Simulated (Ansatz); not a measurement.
Ta$_{27}$N$_{26}$: geometry relaxation (part 1 of 3)

Ta$_{27}$N$_{26}$ (defect cell, 53 atoms in the cell), computed with DFT PBE, scalar-relativistic, plane waves, PAW, spin-polarised (Ansatz 0.2.0).

The structure derives from an entry of the Crystallography Open Database.

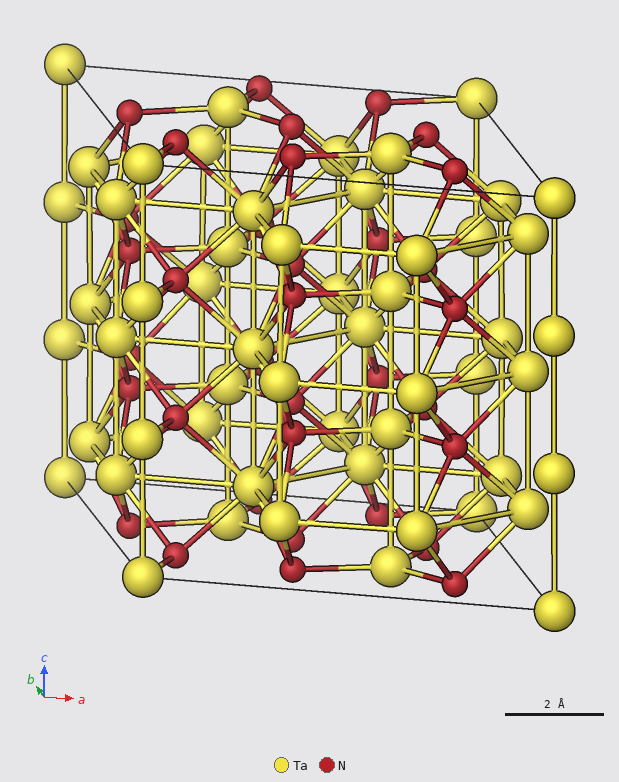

The structure as given in the input (ball-and-stick view of the cell of the calculation, seen slightly off an axis). An atom can appear more than once, as a periodic image.

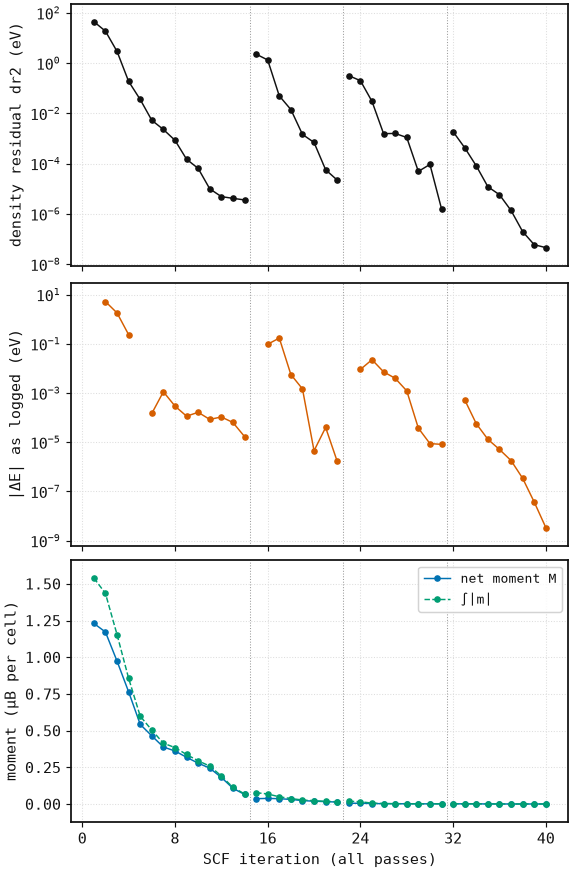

Convergence of the self-consistent field: density residual dr2, size of the energy change and magnetic moment against the SCF iteration. The dotted lines part the SCF passes of the relaxation: geometry steps, rejected trials and re-solves on a re-selected basis. The passes take 14, 8, 9 and 9 iterations. The net moment goes from 1.2 to 0.0 μB per cell, and ∫|m| falls to zero.

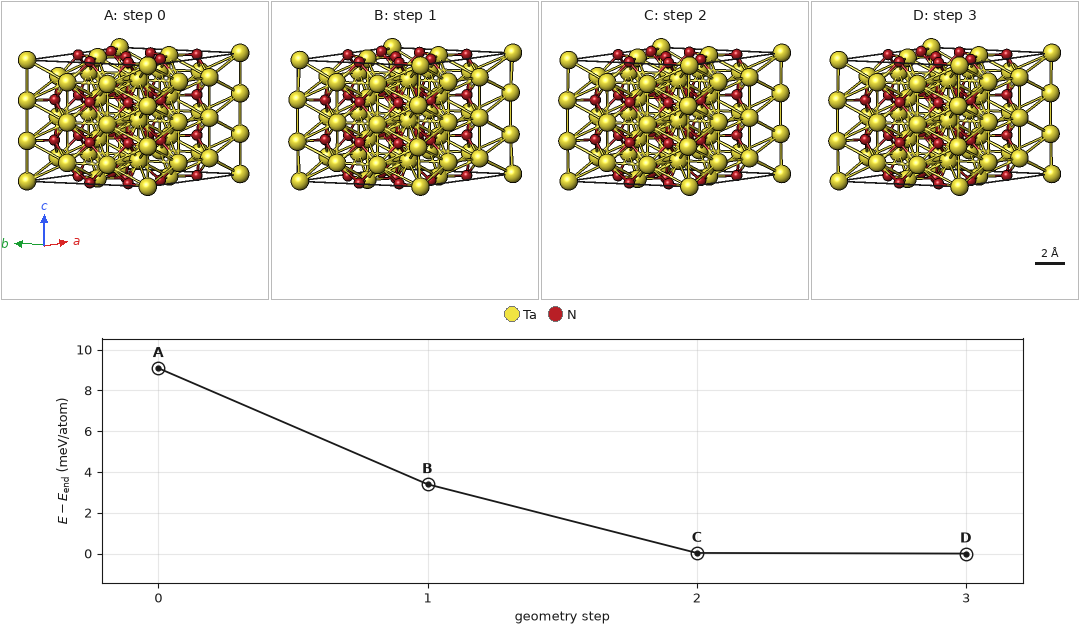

Frames of the relaxation (ball-and-stick view of the cell of the calculation, seen at an oblique angle) above the curves, on which the letters mark them (the first geometry is step 0 here and step 1 in the log).

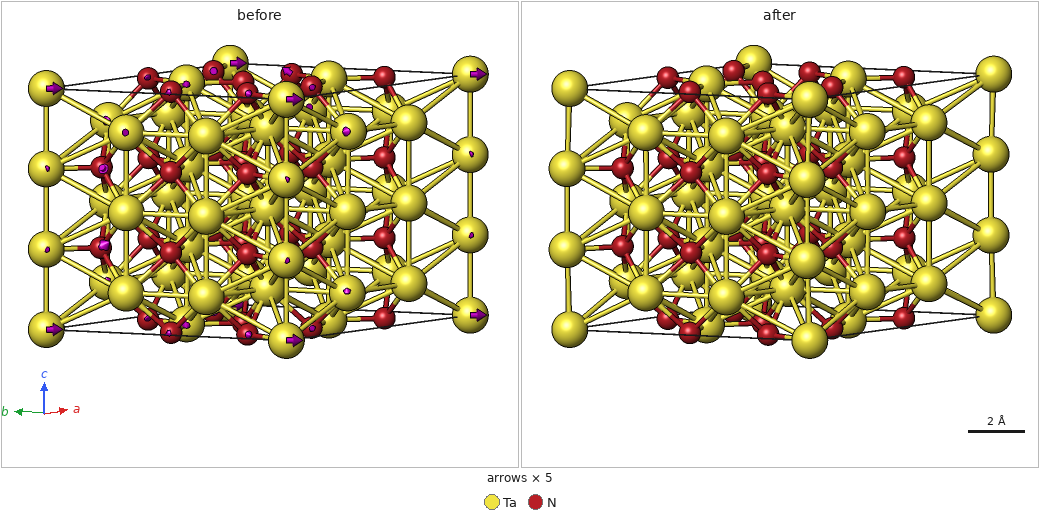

Before (left) and after (right) the relaxation, at one scale (ball-and-stick view of the cell of the calculation, seen at an oblique angle). The pink arrows give the displacements, magnified 5 times. Ta19 moves most: 0.12 Å. By element the largest moves are Ta 0.12 Å, N 0.11 Å. The cell stays as it was. Among the contacts that change: Ta12–Ta19 3.375 → 3.223 Å, Ta9–Ta19 3.347 → 3.223 Å, Ta7–Ta19 3.337 → 3.223 Å, Ta8–N28 2.238 → 2.134 Å. Among the angles that change: Ta10–N28–Ta20 107.6° → 102.7°, Ta9–N29–Ta21 106.5° → 102.7°, Ta8–N29–Ta12 148.1° → 151.8°. The energy falls by 9.1 meV per atom in 3 geometry steps. The largest force component goes from 1.5 to 0.016 eV/Å. (Atoms are counted from 1 in the order of the input.)

The input that produced these results follows, with the program's output.

## Input file
```yaml
crystal:
  lattice:
    - [7.794, 4.499868, 0.0]
    - [-7.794, 4.499868, 0.0]
    - [0.0, 0.0, 8.733]
  atoms:
    - { symbol: Ta, position: [0.333333, 0.333333, 0.166667] }
    - { symbol: Ta, position: [0.333333, 0.333333, 0.5] }
    - { symbol: Ta, position: [0.333333, 0.333333, 0.833333] }
    - { symbol: Ta, position: [0.666667, 0.0, 0.166667] }
    - { symbol: Ta, position: [0.666667, 0.0, 0.5] }
    - { symbol: Ta, position: [0.666667, 0.0, 0.833333] }
    - { symbol: Ta, position: [-0.0020992171, 0.6655456747, 0.1669029959], spin: 0.5 }
    - { symbol: Ta, position: [0.0, 0.666667, 0.5] }
    - { symbol: Ta, position: [-0.0038897866, 0.6636428729, 0.8326736902], spin: 0.5 }
    - { symbol: Ta, position: [0.3341908884, 1.0016529953, 0.1624667312], spin: 0.5 }
    - { symbol: Ta, position: [0.333333, 1.0, 0.5] }
    - { symbol: Ta, position: [0.3393415807, 1.0007480789, 0.8319849545], spin: 0.5 }
    - { symbol: Ta, position: [0.666667, 0.666667, 0.166667] }
    - { symbol: Ta, position: [0.666667, 0.666667, 0.5] }
    - { symbol: Ta, position: [0.666667, 0.666667, 0.833333] }
    - { symbol: Ta, position: [0.0, 0.333333, 0.166667] }
    - { symbol: Ta, position: [0.0, 0.333333, 0.5] }
    - { symbol: Ta, position: [0.0, 0.333333, 0.833333] }
    - { symbol: Ta, position: [0.0017574273, 0.000981337, -5.3054e-06], spin: 0.5 }
    - { symbol: Ta, position: [0.0, 0.0, 0.333333] }
    - { symbol: Ta, position: [0.0, 0.0, 0.666667] }
    - { symbol: Ta, position: [0.3355630397, 0.6725965014, 0.0032286953] }
    - { symbol: Ta, position: [0.333333, 0.666667, 0.333333] }
    - { symbol: Ta, position: [0.333333, 0.666667, 0.666667] }
    - { symbol: Ta, position: [0.666667, 0.333333, 0.0] }
    - { symbol: Ta, position: [0.666667, 0.333333, 0.333333] }
    - { symbol: Ta, position: [0.666667, 0.333333, 0.666667] }
    - { symbol: "N", position: [0.1382827864, 0.8791590036, 0.3308503281] }
    - { symbol: "N", position: [0.1237719712, 0.8643789183, 0.6669521068] }
    - { symbol: "N", position: [0.464283, 0.535717, 0.0] }
    - { symbol: "N", position: [0.464283, 0.535717, 0.333333] }
    - { symbol: "N", position: [0.464283, 0.535717, 0.666667] }
    - { symbol: "N", position: [0.797617, 0.202383, 0.0] }
    - { symbol: "N", position: [0.797617, 0.202383, 0.333333] }
    - { symbol: "N", position: [0.797617, 0.202383, 0.666667] }
    - { symbol: "N", position: [0.4039122166, 0.204514759, 0.0021244081] }
    - { symbol: "N", position: [0.404767, 0.202383, 0.333333] }
    - { symbol: "N", position: [0.404767, 0.202383, 0.666667] }
    - { symbol: "N", position: [0.7381, 0.86905, 0.0] }
    - { symbol: "N", position: [0.7381, 0.86905, 0.333333] }
    - { symbol: "N", position: [0.7381, 0.86905, 0.666667] }
    - { symbol: "N", position: [0.0701030534, 0.5335410132, 0.0011010879] }
    - { symbol: "N", position: [0.071433, 0.535717, 0.333333] }
    - { symbol: "N", position: [0.071433, 0.535717, 0.666667] }
    - { symbol: "N", position: [0.13095, 0.2619, 0.0] }
    - { symbol: "N", position: [0.13095, 0.2619, 0.333333] }
    - { symbol: "N", position: [0.13095, 0.2619, 0.666667] }
    - { symbol: "N", position: [0.4601968295, 0.9279332665, -0.002729699] }
    - { symbol: "N", position: [0.464283, 0.928567, 0.333333] }
    - { symbol: "N", position: [0.464283, 0.928567, 0.666667] }
    - { symbol: "N", position: [0.8021040306, 0.5919319808, -0.0059110557] }
    - { symbol: "N", position: [0.797617, 0.595233, 0.333333] }
    - { symbol: "N", position: [0.797617, 0.595233, 0.666667] }
magnetization:
  spin_polarized: true
basis:
  ecutwfc: 420
  fft_grid_basis: typed
kpoints:
  mp_grid: { grid: [3, 3, 2] }
hamiltonian:
  xc: pbe
  pseudopotentials: { kind: paw }
scf:
  occupations: { method: gaussian, width: 0.05 }
output:
  forces: true
  stress: false
  eigenvalues: false
  bader: false
  write_density: false
  volumetric_format: npy
  populations: true
relax:
  adjacent_minimum: "off"
  max_steps: 30
  f_tol: 0.05
```

Launch command:
```bash
ansatz run input.yaml --threads 8 --pin off --max-ram 16384MiB --backend cpu --events-out ev --progress --plain --runs-dir out
```

## What the program printed
```
settings of this run that can trade accuracy for cost: output.eigenvalues: false. Do not mix this run's numbers with those of runs without the same settings; the input reference describes each key
Engine: ansatz 0.2.0, aarch64-unknown-linux-gnu
Pseudopotentials: kind: paw
Pseudopotential: Ta, paw, valence charge 13, recommended cutoff 420 eV (normal), Ta.paw.azcp
Pseudopotential: N, paw, valence charge 5, recommended cutoff 420 eV (normal), N.paw.azcp
Functional definition: PBE
  parameter kappa = 0.804
  parameter beta = 0.06672455060314922
  exchange = pbe_x(kappa = kappa, mu = beta*pi^2/3)
  correlation = pbe_c(beta = beta)
Crystal: 53 atoms, lattice volume = 612.567 Å³
Basis set: ecut = 420 eV, 11897 PW (Γ), exchange–correlation on 128×128×120 points (8 copies of the dense FFT grid, shifted against one another)
Bands: 295, of which v1, the nominal top of the filled ones, is band 241 counted from 1 (240 counted from 0)
Symmetry: 1 space group operations
Space group: P1 (ITA 1), of the structure as read, at distance tolerance 8.5e-5 Å
Magnetic group: BNS 1.1 (UNI 1), of the structure as read, at distance tolerance 8.5e-5 Å
k-points: 10 of 18 (time reversal used)
Non-local potential: Ta, projectors of the file, l = 0: 3, l = 1: 2, l = 2: 2, l = 3: 1
Non-local potential: N, projectors of the file, l = 0: 2, l = 1: 2, l = 2: 1
PAW form: soft (Blöchl's): semilocal exchange-correlation on the pseudo side does not see the compensation charge
PAW one-centre angular grid: Ta, 590 points (default); XC on 64 Gauss nodes
PAW one-centre angular grid: N, 110 points (default); XC on 64 Gauss nodes
Initial density: superposition of atomic densities (chi_scale 0.1, normalization cell, long waves kept (reshape's long-wave potential 0.21 eV rms))
Starting moments: Σ|m| = 2.5 μB on 5 of 53 sites
Initial wavefunctions: pseudopotential atomic-orbital guess
Functional: x = pbe(κ = 0.804, μ = 0.2195149727645171), c = pbe(β = 0.06672455060314922)
SCF iter   1: F=—  HF=-278221.271666 eV  |F-HF|=—  |Δ(HF+E_count)|=         —  Δρ=3.51e-2 (↑3.51e-2 ↓3.50e-2)  dr2=4.43e1  dr2_m=5.85e-2  M=1.231 μB ∫|m|=1.540 μB  β_m=0.30  ethr=3.10e-3  ⟨swp⟩=5.8  Hψ=21862  notcnv=0  defer=275
Mixer restart at iter 1: flushing history
preconditioner: auto → Kerker (q_TF=auto, 2.621 Å⁻¹)  [metal: Δε(μ)=0.018 eV  Ē_g=9.814 eV  σ=0.050 eV  W_gap=0.19  n_scr=198 (ndim 8)  ℏωp=24.4 eV  f_vac=0.000  D(μ)=12.46/eV (n_scr^D=70)]
spin=Collinear: Kerker preconditioning applied to the charge; magnetization (m = ρ↑ − ρ↓) channel mixes plain (no charge-response kernel on spin).
SCF iter   2: F=—  HF=-278216.054866 eV  |F-HF|=—  |Δ(HF+E_count)|=    5.22e0  Δρ=2.23e-2 (↑2.22e-2 ↓2.23e-2)  dr2=1.85e1  dr2_m=3.45e-2  M=1.172 μB ∫|m|=1.435 μB  β_m=0.51  ethr=3.10e-3  ⟨swp⟩=2.0  Hψ=8914  notcnv=0  defer=940
SCF iter   3: F=—  HF=-278214.250062 eV  |F-HF|=—  |Δ(HF+E_count)|=    1.80e0  Δρ=8.39e-3 (↑8.05e-3 ↓8.39e-3)  dr2=2.90e0  dr2_m=6.56e-3  M=0.974 μB ∫|m|=1.155 μB  β_m=0.70  ethr=3.10e-3  ⟨swp⟩=2.5  Hψ=8143  notcnv=0  defer=948
SCF iter   4: F=—  HF=-278214.013672 eV  |F-HF|=—  |Δ(HF+E_count)|=   2.36e-1  Δρ=1.83e-3 (↑1.83e-3 ↓1.69e-3)  dr2=1.86e-1  dr2_m=1.18e-3  M=0.765 μB ∫|m|=0.857 μB  β_m=0.84  ethr=6.02e-4  ⟨swp⟩=2.7  Hψ=7482  notcnv=0  defer=942
SCF iter   5: F=—  HF=-278214.062365 eV  |F-HF|=—  |Δ(HF+E_count)|=         —  Δρ=1.20e-3 (↑1.20e-3 ↓7.37e-4)  dr2=3.54e-2  dr2_m=1.29e-3  M=0.543 μB ∫|m|=0.599 μB  β_m=0.84  ethr=3.87e-5  ⟨swp⟩=2.0  Hψ=8773  notcnv=0  defer=942
Mixer restart at iter 5: flushing history
SCF iter   6: F=—  HF=-278214.062512 eV  |F-HF|=—  |Δ(HF+E_count)|=   1.47e-4  Δρ=5.33e-4 (↑5.33e-4 ↓3.24e-4)  dr2=5.27e-3  dr2_m=4.28e-4  M=0.465 μB ∫|m|=0.504 μB  β_m=0.92  ethr=7.36e-6  ⟨swp⟩=2.0  Hψ=7349  notcnv=0  defer=942
SCF iter   7: F=—  HF=-278214.063633 eV  |F-HF|=—  |Δ(HF+E_count)|=   1.12e-3  Δρ=2.79e-4 (↑2.04e-4 ↓2.79e-4)  dr2=2.27e-3  dr2_m=9.92e-5  M=0.389 μB ∫|m|=0.415 μB  β_m=0.90  ethr=1.10e-6  ⟨swp⟩=2.0  Hψ=9682  notcnv=0  defer=942
SCF iter   8: F=—  HF=-278214.063926 eV  |F-HF|=—  |Δ(HF+E_count)|=   2.94e-4  Δρ=1.57e-4 (↑1.09e-4 ↓1.57e-4)  dr2=8.44e-4  dr2_m=6.87e-5  M=0.362 μB ∫|m|=0.385 μB  β_m=0.95  ethr=4.73e-7  ⟨swp⟩=2.0  Hψ=8498  notcnv=0  defer=942
SCF iter   9: F=—  HF=-278214.064040 eV  |F-HF|=—  |Δ(HF+E_count)|=   1.14e-4  Δρ=1.27e-4 (↑1.27e-4 ↓8.55e-5)  dr2=1.49e-4  dr2_m=4.52e-5  M=0.319 μB ∫|m|=0.338 μB  β_m=0.97  ethr=1.75e-7  ⟨swp⟩=2.0  Hψ=8491  notcnv=0  defer=942
SCF iter  10: F=—  HF=-278214.064204 eV  |F-HF|=—  |Δ(HF+E_count)|=   1.64e-4  Δρ=8.48e-5 (↑8.48e-5 ↓5.85e-5)  dr2=6.43e-5  dr2_m=2.57e-5  M=0.279 μB ∫|m|=0.295 μB  β_m=0.99  ethr=3.11e-8  ⟨swp⟩=2.3  Hψ=10449  notcnv=0  defer=942
SCF iter  11: F=—  HF=-278214.064288 eV  |F-HF|=—  |Δ(HF+E_count)|=   8.43e-5  Δρ=5.41e-5 (↑5.41e-5 ↓4.98e-5)  dr2=9.91e-6  dr2_m=1.42e-5  M=0.245 μB ∫|m|=0.259 μB  β_m=0.78  ethr=1.34e-8  ⟨swp⟩=2.7  Hψ=10500  notcnv=0  defer=942
SCF iter  12: F=—  HF=-278214.064395 eV  |F-HF|=—  |Δ(HF+E_count)|=   1.06e-4  Δρ=3.13e-5 (↑3.13e-5 ↓3.10e-5)  dr2=4.85e-6  dr2_m=4.76e-6  M=0.182 μB ∫|m|=0.192 μB  β_m=1.00  ethr=2.06e-9  ⟨swp⟩=3.6  Hψ=13505  notcnv=0  defer=942
SCF iter  13: F=—  HF=-278214.064458 eV  |F-HF|=—  |Δ(HF+E_count)|=   6.32e-5  Δρ=1.89e-5 (↑1.89e-5 ↓1.53e-5)  dr2=4.14e-6  dr2_m=1.22e-6  M=0.108 μB ∫|m|=0.114 μB  β_m=1.00  ethr=1.01e-9  ⟨swp⟩=4.0  Hψ=14696  notcnv=0  defer=942
SCF iter  14: F=-278214.064472 eV  HF=-278214.064475 eV  |F-HF|=2.88e-6  |Δ(HF+E_count)|=   1.70e-5  Δρ=9.51e-6 (↑9.30e-6 ↓9.51e-6)  dr2=3.58e-6  dr2_m=2.26e-7  M=0.066 μB ∫|m|=0.070 μB  ethr=8.61e-10  ⟨swp⟩=1.0  Hψ=19404  notcnv=0
SCF 1 converged in 14 iterations: F = -278214.064472 eV  dr2 = 3.58e-6
  greatest PAW one-centre occupation: 1.000 electrons in one spin orbital (limit 2), on the Ta atom at site 19 (counted from 0), in its partial waves of l = 0
relax step   1: F+E_penalty+E_count = -278214.06447187 eV  Δ(F+E_penalty+E_count) = +0.000e0 eV  max|allowed force component| = 1.476e0 eV/Å  Δτ_max = 0.0000 Å  (14 SCF iters, dr2 threshold 6.25e-5 eV, accepted)
Initial density: handed on by an earlier stage of this run
Starting moments: Σ|m| = 2.5 μB on 5 of 53 sites; this step starts from the density that it was given
Initial wavefunctions: those handed on with the density
iter 1 solved again at ethr=4.61e-4 eV; its pass at ethr=3.10e-3 eV (dr2=2.22e0 eV) is discarded
```
